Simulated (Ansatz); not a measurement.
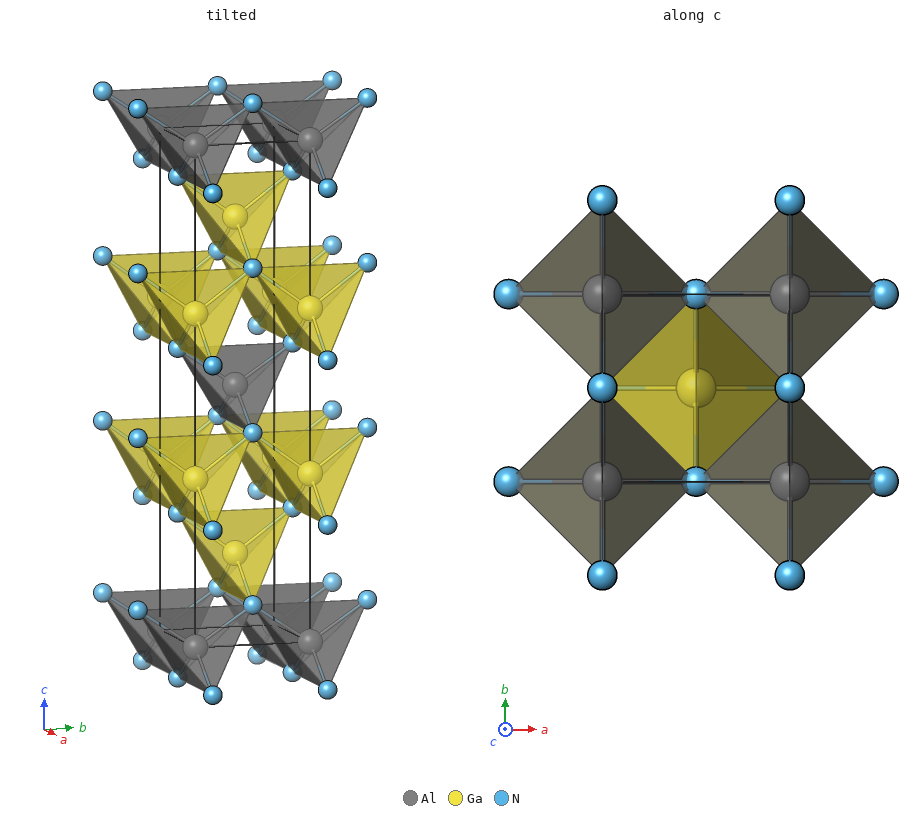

Polyhedral drawing of the structure, looking slightly off an axis and along the c axis. Lines trace the edges of the conventional unit cell. A few atoms beyond the faces are included. Cell: a = 3.18 Å, b = 3.18 Å, c = 13.47 Å, α = 90.00°, β = 90.00°, γ = 90.00°.

Its origin is a structure type filled with these elements by a generator (whether the compound takes this form wasn't checked). Earlier steps of the study, as a rule a relaxation of our own, may have changed the cell and positions, so they can lie some per cent off the listed ones. It was the input of a calculation with Ansatz.

Question: Summary of the structure:

Answer: Its composition is AlGa₂N₃. Space group I-4m2 (No. 119), lattice body-centred tetragonal. The cell holds 12 atoms (2 Al, 4 Ga, 6 N), Z = 2. The polyhedra are AlN4 tetrahedra and GaN4 tetrahedra; they share corners. Al sits among four N in a tetrahedral arrangement at about 1.9 Å. About every Ga there are four N in a tetrahedral arrangement at about 2.0 Å. N takes two kinds of site: 4f with two Ga and two Al in a tetrahedral arrangement (about 2.0 Å to Ga, 1.9 Å to Al); 2d with four Ga in a tetrahedral arrangement at about 2.0 Å. The bonds build a three-dimensional framework.

All computed values are from DFT PBEsol, scalar-relativistic, plane waves, PAW (Ansatz 0.2.0). Settings: 420 eV cutoff, k-points about 0.23 Å⁻¹ apart, Gaussian smearing of 0.02 eV, no spin polarisation.

Question: Classify it as metallic or gapped, with the value.

Answer: A semiconductor at this level, with a gap of 2.19 eV, direct.

Question: What does a Bader analysis give?

Answer: Al +2.41 e; Ga +1.51 e; N -1.96 to -1.52 e.

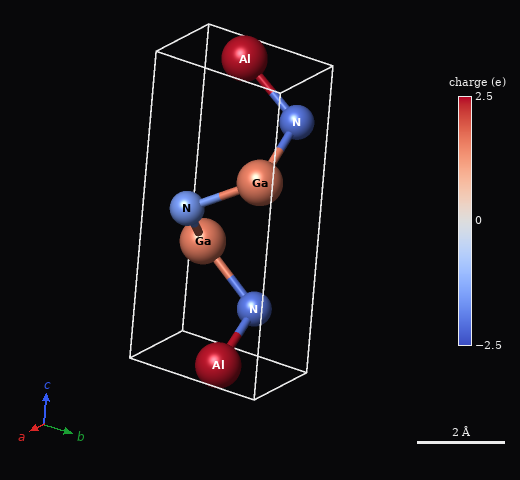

The atoms coloured by those charges. The run's cell of 6 atoms is drawn in a reduced setting, so axes and origin can differ from the first picture.

Question: Does the calculation find this structure at rest?

Answer: No. The largest force is 0.14 eV/Å, on N. The pressure is -5.1 GPa, so the cell would contract.
